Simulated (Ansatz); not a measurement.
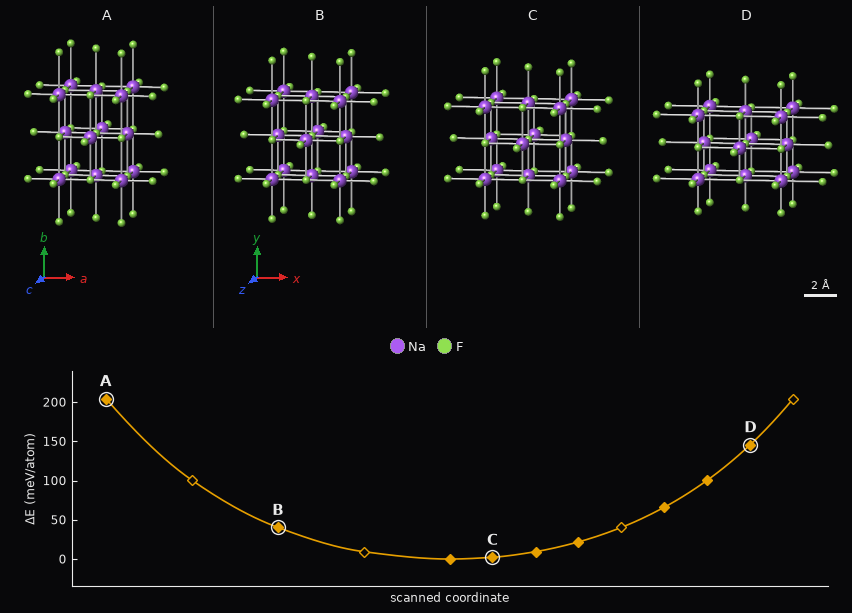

Frames of a one-coordinate scan of a crystal of NaF (Fm-3m). x, y and z are the Cartesian axes of the input. Hollow markers are points alike by symmetry, not computed again. A ball-and-stick model of the conventional cell (4 times the calculation's cell), seen along the c axis, with a slight tilt. Lengths and directions refer to the drawn axes.

All numbers below come from Ansatz, DFT PBE, scalar-relativistic, plane waves, PAW. Settings: plane-wave cutoff 420 eV; k-point mesh 8 × 8 × 8; occupations gaussian; smearing width 0.05 eV; no spin polarisation. Energies (free energies at the smearing named) are counted from the cell as listed in its source, which wasn't relaxed.

Q: What is being scanned?

A: The cell is strained along x and oppositely along y, with the atoms kept at their fractional coordinates. In the frames the strain is −0.15 (A), −0.075 (B), 0.0187 (C), 0.1312 (D). The lowest computed point lies at the strain 0.00 (0.0 meV/atom). The end points stand at 204.6 meV/atom (−0.15) and 204.6 meV/atom (0.15). The unrelaxed reference is under a pressure of 1.7 GPa. The distortion takes the space group from Fm-3m to Fmmm. At the strain −0.15 the cell of the drawing goes a 4.647 → 3.950 Å, b 4.647 → 5.344 Å.
